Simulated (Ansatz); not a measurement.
**Energy of Ta along an even scaling of the cell**

System: Ta (2 atoms in the cell).
Method: DFT, revPBE, plane waves (420 eV) with PAW, scalar-relativistic, no spin polarisation (Ansatz 0.2.0).

The 6 runs differ only in the geometry, by an even scaling of the cell at fixed fractional positions.

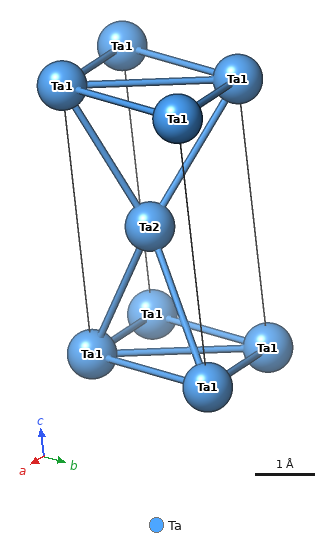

Figure 1. The structure of run 4 (ball-and-stick view of the reduced cell, seen slightly off an axis; atoms are numbered from 1 in the order of the input).

**Input of run 4**
```yaml
crystal:
  lattice:
    - [-3.5785572409, 3.5786409882, 1.470697724]
    - [3.5786409882, -3.5785572409, 1.470697724]
    - [1.8697186148, 1.8697186148, -1.4705443407]
  atoms:
    - { symbol: Ta, position: [0.9999327545, 6.72455e-05, 0.0] }
    - { symbol: Ta, position: [0.7500672455, 0.2499327545, 0.5] }
hamiltonian:
  xc: revpbe
  pseudopotentials:
    kind: paw
    azcp:
      Ta: "pseudopotentials/Ta.paw.azcp"
basis:
  ecutwfc: 420
  fft_grid_basis: typed
kpoints:
  mp_grid: { grid: [14, 14, 14], shift: [0, 0, 0] }
magnetization:
  spin_polarized: false
scf:
  occupations: { method: fermi_dirac, width: 0.1 }
  lower_state_search: "off"
output:
  stress: true
```

Lattice vectors (Å) and fractional positions of run 4:
```
  -3.578557    3.578641    1.470698
   3.578641   -3.578557    1.470698
   1.869719    1.869719   -1.470544
Ta  0.999933  0.000067 -0.000000
Ta  0.750067  0.249933  0.500000
```

Run 5 differs from it as follows:
```diff
-    - [-3.5785572409, 3.5786409882, 1.470697724]
-    - [3.5786409882, -3.5785572409, 1.470697724]
-    - [1.8697186148, 1.8697186148, -1.4705443407]
+    - [-3.6238602431, 3.6239450506, 1.4893161274]
+    - [3.6239450506, -3.6238602431, 1.4893161274]
+    - [1.8933884518, 1.8933884518, -1.4891608024]
```

**Results, with one run withheld**

| run | volume per atom (Å³) | free energy per atom, from the lowest run given (meV) | pressure (GPa) |
| --- | --- | --- | --- |
| 1 | 16.653 | 172.17 | 29.53 |
| 2 | 17.410 | 61.50 | 17.71 |
| 3 | 18.167 | 1.57 | 7.97 |
| 4 | 19.681 | 0.00 | −6.71 |
| 5 | 20.438 | ? | ? |
| 6 | 21.195 | 113.86 | −16.75 |

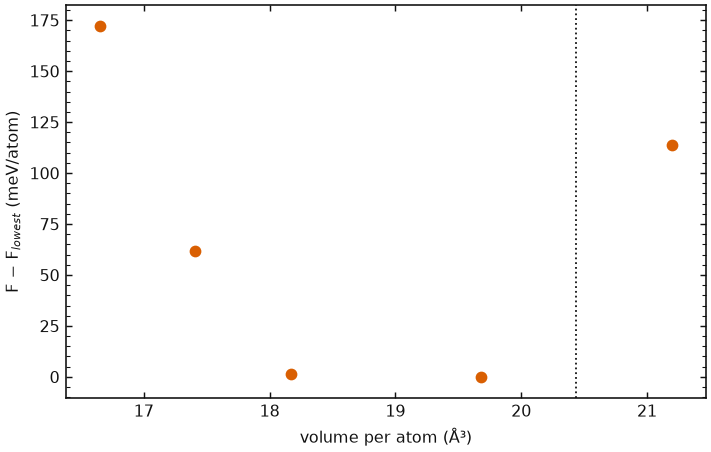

Figure 2. Free energy per atom of the runs given; the dotted line marks run 5.

Fit the runs given and predict run 5.

A cubic polynomial in V^(−2/3) (the Birch–Murnaghan form), fitted to the 5 runs given, misses them by at most 0.01 meV per atom. With x = V^(−2/3) − 0.14293 Å⁻², it reads F = −11.221 + 5067.9 x + 1.2153e+06 x² − 1.0949e+06 x³ (meV per atom). At run 5 it gives 45.08 meV per atom, and the run itself gives 45.11. The slope of the fit gives a pressure −dF/dV of −12.21 GPa there, and the run prints −12.21 GPa. The fit has its minimum at 18.917 Å³ per atom, where V d²F/dV² gives 183 GPa. Cell shape and fractional positions are held, so this is the stiffness under even scaling; the relaxed bulk modulus wasn't computed.

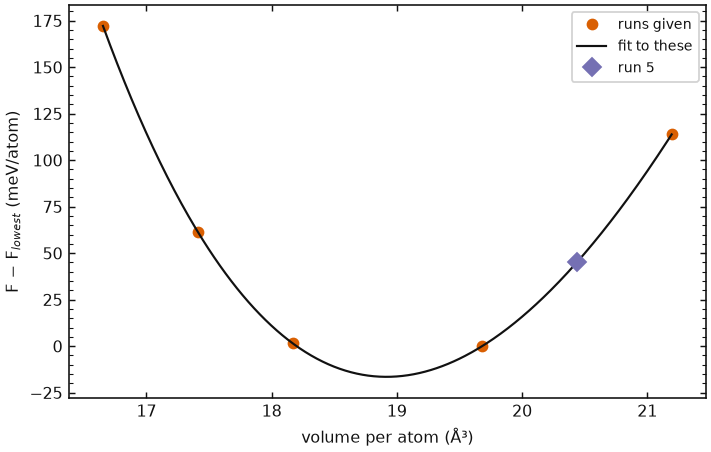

Figure 3. The fit and the withheld run.

**Output, shortened to warnings, some set-up lines, iterations and results (run 5)**
```
Basis set: ecut = 420 eV, 781 PW (Γ)
Symmetry: 4 space group operations
k-points: 744 of 2744
Initial density: superposition of atomic densities (neutral atoms: chi_scale 0, normalization atom), corrected by the library's trained network
[...]
SCF iter   1: F=—  HF=-19882.031613 eV  |F-HF|=—  |Δ(HF+E_count)|=         —  Δρ=5.40e-3  dr2=5.55e-3  ethr=1.77e-3  ⟨swp⟩=4.9  Hψ=56374  notcnv=0
SCF iter   2: F=—  HF=-19882.032601 eV  |F-HF|=—  |Δ(HF+E_count)|=   9.88e-4  Δρ=3.33e-3  dr2=2.36e-3  ethr=2.14e-5  ⟨swp⟩=1.5  Hψ=20234  notcnv=0
SCF iter   3: F=—  HF=-19882.032877 eV  |F-HF|=—  |Δ(HF+E_count)|=   2.76e-4  Δρ=3.71e-4  dr2=2.51e-5  ethr=9.06e-6  ⟨swp⟩=1.9  Hψ=15364  notcnv=0
SCF iter   4: F=—  HF=-19882.032877 eV  |F-HF|=—  |Δ(HF+E_count)|=   2.94e-7  Δρ=1.21e-4  dr2=3.11e-6  ethr=9.64e-8  ⟨swp⟩=2.5  Hψ=20283  notcnv=0
SCF iter   5: F=-19882.032877 eV  HF=-19882.032877 eV  |F-HF|=1.43e-8  |Δ(HF+E_count)|=   2.62e-7  Δρ=1.73e-5  dr2=8.52e-8  ethr=1.20e-8  ⟨swp⟩=2.2  Hψ=21015  notcnv=0
SCF iter   6: F=-19882.032877 eV  HF=-19882.032877 eV  |F-HF|=1.93e-9  |Δ(HF+E_count)|=   3.39e-9  Δρ=3.72e-6  dr2=4.66e-9  ethr=3.28e-10  ⟨swp⟩=2.2  Hψ=45055  notcnv=0
SCF 1 converged in 6 iterations: F = -19882.032877 eV  dr2 = 4.66e-9
SCF converged after 6 iterations
Free energy (F): -19882.032877 eV
Harris-Foulkes:  -19882.032877 eV  (|F-HF|=1.93e-9)
Internal energy: -19881.951109 eV  (E = F + TS)
E sigma→0 (E₀):  -19881.991993 eV
Entropy (-TS):   -0.081768 eV (-40.884 meV/atom)
Fermi energy:    16.367323 eV
--- Per-component energies (eV) ---
  E_band       = -273.951822
  E_kinetic    = 724.368938
  E_local      = -1244.214012  (includes V_loc(G=0)·N_el)
  E_nonlocal   = 26.048465
  E_hartree    = 423.491402
  E_xc         = -434.595510
  E_vxc        = -404.143147  (∫ρ·V_xc dr)
  E_paw        = -16809.358126  (= ΣΔE_a)
  E_vpaw       = -222.993044  (= ΣTr[D̂ρ^β])
  E_aug_tail   = 0.000308  (compensation charges beyond the density's cutoff)
  E_ewald      = -2567.654032
  E_core_change = -0.038542  (= ΣΔE_core)
  E_smearing   = -0.081768  (= −TS)
  E_closure    = 0.000000  (closes the sum)
  Σ components = -19882.032877   (vs F -19882.032877, Δ=0.00e0)
--- Stress (GPa, compression-positive) ---
      -12.517647      -0.548831      -0.003269
       -0.548831     -12.517647      -0.003269
       -0.003269      -0.003269     -11.592836
  P = ⅓ Tr σ = -12.2094 GPa (-122.094 kbar)
```

Notes: Spin–orbit coupling is left out, which matters for Ta.
